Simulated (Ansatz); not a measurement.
Start from this file.

```yaml
crystal:
  lattice:
    - [2.89330, 0.00000, 0.00000]
    - [0.00000, 2.89330, 0.00000]
    - [0.00000, 0.00000, 2.89330]
  atoms:
    - { symbol: Al, position: [0.50000, 0.50000, 0.50000] }
    - { symbol: Ni, position: [0.00000, 0.00000, 0.00000] }
```

Question: Say what kind of structure these coordinates give.

Answer: Formula: AlNi. The symmetry is that of Pm-3m (No. 221), on a primitive cubic lattice. The arrangement is known as caesium chloride (CsCl, B2) type. Atoms per cell: 2 (1 Al, 1 Ni). Each Al has eight Ni in a cubic arrangement at 2.51 Å. Ni is linked to eight Al in a cubic arrangement at 2.51 Å. The bonds build a three-dimensional framework.

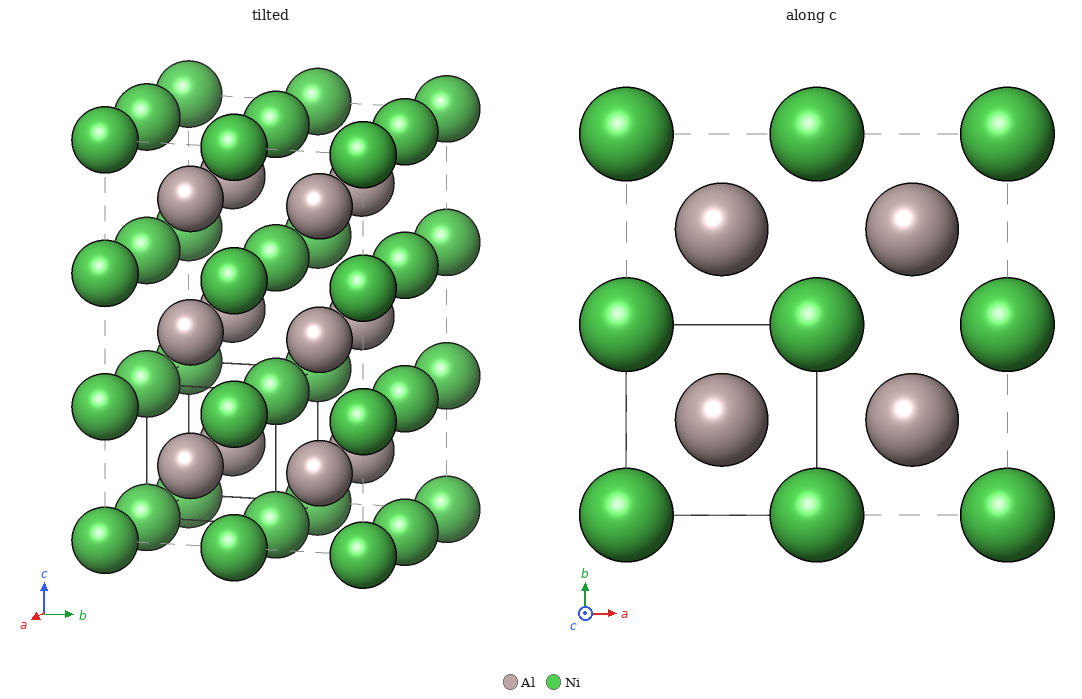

Spheres-only drawing of the structure, looking slightly off an axis and along the c axis. The conventional unit cell (solid box) is repeated to 2×2×3 cells.

Starting structure: a structure listed in the Materials Project. Atoms and cell were optimised with DFT PBE, scalar-relativistic, plane waves, PAW (Ansatz 0.2.0).
